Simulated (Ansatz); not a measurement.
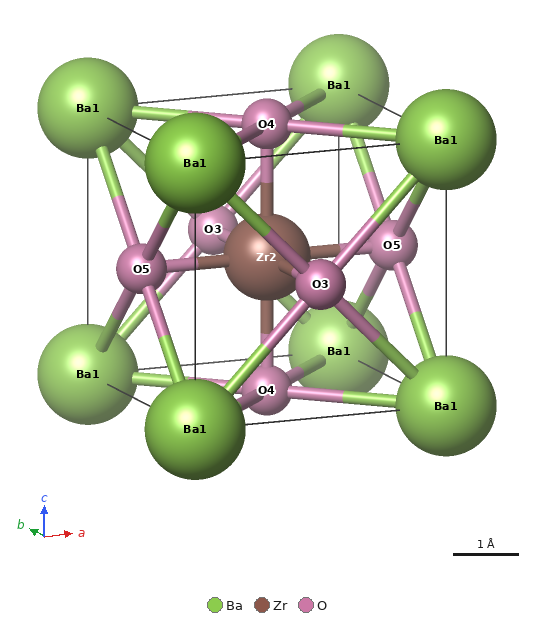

**Figure 1.** The structure of run A (ball-and-stick view of the cell of the calculation, seen slightly off an axis; atoms are numbered from 1 in the order of the input).

**BaZrO3: a failed or faulty run and its cure**

System: BaZrO3 (Pm-3m, 5 atoms in the cell).
Method of run A: DFT, PBEsol, plane waves, PAW, Ueff = -5 eV on Zr d, no spin polarisation (Ansatz 0.2.0).

The structure derives from a Materials Project entry. Some settings of this run were made unusual or wrong on purpose. Text and figures count atoms from 1; the logs count them from 0 in places.

## Input file, run A
```yaml
crystal:
  lattice:
    - [4.207490957, 0.0, 0.0]
    - [0.0, 4.207490957, 0.0]
    - [0.0, 0.0, 4.207490957]
  atoms:
    - { symbol: Ba, position: [0.0, 0.0, 0.0] }
    - { symbol: Zr, position: [0.5, 0.5, 0.5] }
    - { symbol: O, position: [0.5, 0.0, 0.5] }
    - { symbol: O, position: [0.5, 0.5, 0.0] }
    - { symbol: O, position: [0.0, 0.5, 0.5] }
basis:
  ecutwfc: 420
kpoints:
  mp_grid: { grid: [6, 6, 6] }
hamiltonian:
  xc: pbesol
  hubbard: { sites: [{ species: Zr, l: d, u_eff: -5.0 }] }
scf:
  occupations: { method: gaussian, width: 0.02 }
  max_iter: 100
output:
  forces: true
  eigenvalues: true
  stress: true
relax:
  adjacent_minimum: "off"
  f_tol: 0.008
  max_steps: 50
  cell: { stress_tol: 0.08, p_target: -2.0 }
```

Command:
```bash
ansatz run input.yaml --threads 1 --pin off --max-ram 2560MiB --backend cpu --events-out ev --progress --plain --runs-dir out
```

Hardware: 1 thread of AMD EPYC (Zen 3), 128 GiB of memory available, shared host.

## Output, shortened to warnings, some set-up lines, iterations and results (run A)
```
Basis set: ecut = 420 eV, 1419 PW (Γ), exchange–correlation on 60×60×60 points (8 copies of the dense FFT grid, shifted against one another)
Symmetry: 48 space group operations
k-points: 20 of 216
Initial density: superposition of atomic densities (chi_scale 0.1, normalization cell, long waves kept (reshape's long-wave potential 0.00 eV rms))
[...]
SCF iter   1: F=—  HF=-11688.520624 eV  |F-HF|=—  |Δ(HF+E_count)|=         —  Δρ=8.07e-2  dr2=3.87e0  ethr=3.10e-3  ⟨swp⟩=8.2  Hψ=2774  notcnv=0
SCF iter   2: F=—  HF=-11687.805324 eV  |F-HF|=—  |Δ(HF+E_count)|=   7.15e-1  Δρ=3.42e-2  dr2=9.22e-1  ethr=3.10e-3  ⟨swp⟩=3.0  Hψ=1107  notcnv=0  defer=20
SCF iter   3: F=—  HF=-11687.655861 eV  |F-HF|=—  |Δ(HF+E_count)|=   1.49e-1  Δρ=1.52e-2  dr2=1.60e-1  ethr=2.31e-3  ⟨swp⟩=2.3  Hψ=748  notcnv=0  defer=20
SCF iter   4: F=—  HF=-11687.650186 eV  |F-HF|=—  |Δ(HF+E_count)|=   5.67e-3  Δρ=2.38e-3  dr2=4.00e-3  ethr=3.99e-4  ⟨swp⟩=2.9  Hψ=989  notcnv=0  defer=20
SCF iter   5: F=—  HF=-11687.651186 eV  |F-HF|=—  |Δ(HF+E_count)|=   1.00e-3  Δρ=6.73e-4  dr2=2.33e-4  ethr=1.00e-5  ⟨swp⟩=2.7  Hψ=984  notcnv=0  defer=20
[... 34 lines ...]
SCF iter   3: F=—  HF=-11687.679837 eV  |F-HF|=—  |Δ(HF+E_count)|=   1.47e-9  Δρ=1.51e-6  dr2=1.66e-9  ethr=8.19e-12  ⟨swp⟩=2.0  Hψ=792  notcnv=0
SCF iter   4: F=—  HF=-11687.679837 eV  |F-HF|=—  |Δ(HF+E_count)|=  3.35e-10  Δρ=7.37e-7  dr2=3.13e-10  ethr=4.15e-12  ⟨swp⟩=2.7  Hψ=822  notcnv=0
SCF iter   5: F=-11687.679837 eV  HF=-11687.679837 eV  |F-HF|=7.82e-11  |Δ(HF+E_count)|=  4.91e-11  Δρ=4.18e-7  dr2=1.04e-10  ethr=1.00e-12  ⟨swp⟩=4.1  Hψ=1773  notcnv=0
SCF 6 converged in 5 iterations: F = -11687.679837 eV  dr2 = 1.04e-10
relax step   6: F+E_penalty+E_count = -11687.67983743 eV  Δ(F+E_penalty+E_count) = -5.857e-10 eV  max|allowed force component| = 4.273e-30 eV/Å  Δτ_max = 0.0000 Å  P = -2.005 …
basis re-selected at this cell: Δ(F+E_penalty+E_count) = -5.857e-10 eV, ΔP = -0.002 GPa vs the last step (what re-selecting the basis moved, of the pressure what is left beyond the Pulay correction that the steps carried, after the strain that the cell walked since its last selection, with what the …
SCF converged after 5 iterations
Free energy (F): -11687.679837 eV
Harris-Foulkes:  -11687.679837 eV  (|F-HF|=7.82e-11)
Internal energy: -11687.679837 eV  (E = F + TS)
E sigma→0 (E₀):  -11687.679837 eV
Fermi energy:    10.782524 eV
--- Per-component energies (eV) ---
  E_band       = -93.680269
  E_kinetic    = 1030.493861
  E_local      = -1931.604639  (includes V_loc(G=0)·N_el)
  E_nonlocal   = 280.796481
  E_hartree    = 682.334413
  E_xc         = -549.878559
  E_vxc        = -611.677066  (∫ρ·V_xc dr)
  E_hubbard    = -4.831930  (on-site DFT+U / exact-exchange correction)
  E_vhub       = -3.072071  (the Hubbard potential's part of the band-sum identity)
  E_paw        = -8495.845356  (= ΣΔE_a)
  E_vpaw       = -223.292533  (= ΣTr[D̂ρ^β])
  E_aug_tail   = 0.007322  (compensation charges beyond the density's cutoff)
  E_ewald      = -2699.574447
  E_core_change = 0.423017  (= ΣΔE_core)
  E_smearing   = -0.000000  (= −TS)
  E_closure    = -0.000000  (closes the sum)
  Σ components = -11687.679837   (vs F -11687.679837, Δ=0.00e0)
--- Forces (eV/Å), atoms counted from 1 ---
  atom   1  Ba     0.00000000    -0.00000000     0.00000000
  atom   2  Zr     0.00000000    -0.00000000     0.00000000
  atom   3  O      0.00000000     0.00000000    -0.00000000
  atom   4  O      0.00000000     0.00000000     0.00000000
  atom   5  O      0.00000000    -0.00000000    -0.00000000
  max |Σ_I F_I| component: 8.51e-30 eV/Å
--- Stress (GPa, compression-positive) ---
       -2.005389       0.000000      -0.000000
        0.000000      -2.005389       0.000000
       -0.000000       0.000000      -2.005389
  P = ⅓ Tr σ = -2.0054 GPa (-20.054 kbar)
Occupation matrices written to [file]
--- Relaxed structure (4 steps of the walk, 4 accepted, 2 SCFs on fresh bases) ---
  F+E_penalty+E_count = -11687.67983743 eV   max|allowed force component| = 4.273e-30 eV/Å   (the final SCF, on the basis selected at the relaxed cell)
  cell:  # Å, volume = 73.1573 Å³
    - [4.182338910243966, -5.7777898331617076e-34, 3.209883240645393e-34]
[...]
```

Question: Diagnose this run and give a change of the input that cures it.

Answer: This input holds a deliberate fault: an enormous or negative U (`hamiltonian.hubbard`). Such a U drives the occupations to unphysical values. The run converged all the same; its numbers are those of the faulty input and shouldn't be used.

A run of the same system that converges differs from this input as follows (lines with − go, lines with + come):
```diff
-  hubbard: { sites: [{ species: Zr, l: d, u_eff: -5.0 }] }
-  max_iter: 100
+  write_density: true
+  write_potential: true
+  elf: true
+  volumetric_format: npy
```

## Output, shortened to warnings, some set-up lines, iterations and results (run B)
```
Basis set: ecut = 420 eV, 1419 PW (Γ), exchange–correlation on 60×60×60 points (8 copies of the dense FFT grid, shifted against one another)
Symmetry: 48 space group operations
k-points: 20 of 216
Initial density: superposition of atomic densities (neutral atoms: chi_scale 0, normalization atom), corrected by the library's trained network
[...]
SCF iter   1: F=—  HF=-11683.019400 eV  |F-HF|=—  |Δ(HF+E_count)|=         —  Δρ=1.59e-2  dr2=1.63e-1  ethr=1.77e-3  ⟨swp⟩=7.8  Hψ=2697  notcnv=0
SCF iter   2: F=—  HF=-11682.982514 eV  |F-HF|=—  |Δ(HF+E_count)|=   3.69e-2  Δρ=5.01e-3  dr2=1.28e-2  ethr=4.08e-4  ⟨swp⟩=2.3  Hψ=1024  notcnv=0  defer=18
SCF iter   3: F=—  HF=-11682.979577 eV  |F-HF|=—  |Δ(HF+E_count)|=   2.94e-3  Δρ=1.16e-3  dr2=7.87e-4  ethr=3.19e-5  ⟨swp⟩=2.2  Hψ=847  notcnv=0  defer=20
SCF iter   4: F=—  HF=-11682.979556 eV  |F-HF|=—  |Δ(HF+E_count)|=   2.05e-5  Δρ=1.58e-4  dr2=1.04e-5  ethr=1.97e-6  ⟨swp⟩=2.0  Hψ=940  notcnv=0  defer=20
SCF iter   5: F=—  HF=-11682.979576 eV  |F-HF|=—  |Δ(HF+E_count)|=   1.99e-5  Δρ=4.07e-5  dr2=1.26e-6  ethr=2.60e-8  ⟨swp⟩=2.0  Hψ=863  notcnv=0  defer=20
[... 17 lines ...]
SCF iter   3: F=—  HF=-11682.987291 eV  |F-HF|=—  |Δ(HF+E_count)|=   4.77e-8  Δρ=9.16e-6  dr2=1.12e-8  ethr=1.67e-10  ⟨swp⟩=2.0  Hψ=672  notcnv=0
SCF iter   4: F=—  HF=-11682.987291 eV  |F-HF|=—  |Δ(HF+E_count)|=   1.68e-8  Δρ=1.03e-6  dr2=3.42e-10  ethr=2.79e-11  ⟨swp⟩=2.0  Hψ=815  notcnv=0
SCF iter   5: F=-11682.987291 eV  HF=-11682.987291 eV  |F-HF|=5.46e-11  |Δ(HF+E_count)|=  2.69e-10  Δρ=3.75e-7  dr2=8.21e-11  ethr=1.00e-12  ⟨swp⟩=6.8  Hψ=2561  notcnv=0
SCF 4 converged in 5 iterations: F = -11682.987291 eV  dr2 = 8.21e-11
relax step   4: F+E_penalty+E_count = -11682.98729101 eV  Δ(F+E_penalty+E_count) = +1.214e-3 eV  max|allowed force component| = 4.607e-29 eV/Å  Δτ_max = 0.0000 Å  P = -2.040 …
basis re-selected at this cell: Δ(F+E_penalty+E_count) = +1.214e-3 eV, ΔP = -0.034 GPa vs the last step (what re-selecting the basis moved, of the pressure what is left beyond the Pulay correction that the steps carried, after the strain that the cell walked since its last selection, with what the …
SCF converged after 5 iterations
Free energy (F): -11682.987291 eV
Harris-Foulkes:  -11682.987291 eV  (|F-HF|=5.46e-11)
Internal energy: -11682.987291 eV  (E = F + TS)
E sigma→0 (E₀):  -11682.987291 eV
Fermi energy:    11.178185 eV
--- Per-component energies (eV) ---
  E_band       = -98.658313
  E_kinetic    = 1029.848728
  E_local      = -1943.221162  (includes V_loc(G=0)·N_el)
  E_nonlocal   = 279.760937
  E_hartree    = 684.801933
  E_xc         = -549.812794
  E_vxc        = -611.545822  (∫ρ·V_xc dr)
  E_paw        = -8495.681409  (= ΣΔE_a)
  E_vpaw       = -223.112420  (= ΣTr[D̂ρ^β])
  E_aug_tail   = 0.007347  (compensation charges beyond the density's cutoff)
  E_ewald      = -2689.113889
  E_core_change = 0.423017  (= ΣΔE_core)
  E_smearing   = -0.000000  (= −TS)
  E_closure    = 0.000000  (closes the sum)
  Σ components = -11682.987291   (vs F -11682.987291, Δ=0.00e0)
--- Forces (eV/Å), atoms counted from 1 ---
  atom   1  Ba     0.00000000     0.00000000     0.00000000
  atom   2  Zr     0.00000000    -0.00000000    -0.00000000
  atom   3  O     -0.00000000    -0.00000000    -0.00000000
  atom   4  O     -0.00000000     0.00000000     0.00000000
  atom   5  O      0.00000000    -0.00000000     0.00000000
  max |Σ_I F_I| component: 2.21e-29 eV/Å
--- Stress (GPa, compression-positive) ---
       -2.040102       0.000000      -0.000000
        0.000000      -2.040102      -0.000000
       -0.000000      -0.000000      -2.040102
  P = ⅓ Tr σ = -2.0401 GPa (-20.401 kbar)
--- Relaxed structure (3 steps of the walk, 3 accepted, 1 SCFs on fresh bases) ---
  F+E_penalty+E_count = -11682.98729101 eV   max|allowed force component| = 4.607e-29 eV/Å   (the final SCF, on the basis selected at the relaxed cell)
  cell:  # Å, volume = 74.0144 Å³
    - [4.198608060652415, 1.5246945393065619e-34, 1.2839532962581572e-34]
    - [2.126547646927573e-34, 4.198608060652415, 3.209883240645393e-35]
    - [1.925929944387236e-34, 3.209883240645393e-35, 4.198608060652415]
  atoms:
[...]
```

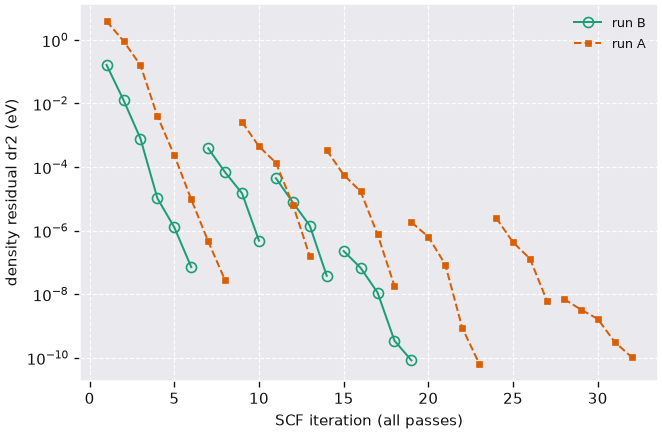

**Figure 2.** Convergence of the two runs: density residual dr2 against the SCF iteration. A break in a curve parts two SCF passes. Run B takes 19 iterations in all, and run A takes 32.

## The two runs side by side

| quantity | run A | run B |
| --- | --- | --- |
| outcome | converged | converged |
| free energy per atom (eV) | −2337.5360 | −2336.5975 |
| gap on the mesh (eV) | 2.51 | 3.15 |
| pressure (GPa) | −2.01 | −2.04 |
| volume per atom (Å³) | 14.63 | 14.80 |
| largest force (eV/Å) | 0.000 | 0.000 |
| SCF iterations | 32 | 19 |
| irreducible k-points | 20 | 20 |
| wall time (shared host) | 21 s | 11 s |

The total energies belong to different models, so their difference says nothing on which is more stable or more accurate. The gap on the mesh goes from 2.51 to 3.15 eV. The volume per atom goes from 14.63 to 14.80 Å³. The SCF takes 19 iterations over all geometry steps against 32. On the same kind of shared host run B took about 0.53 times as long. The two runs start from different initial densities, which also moves the count.
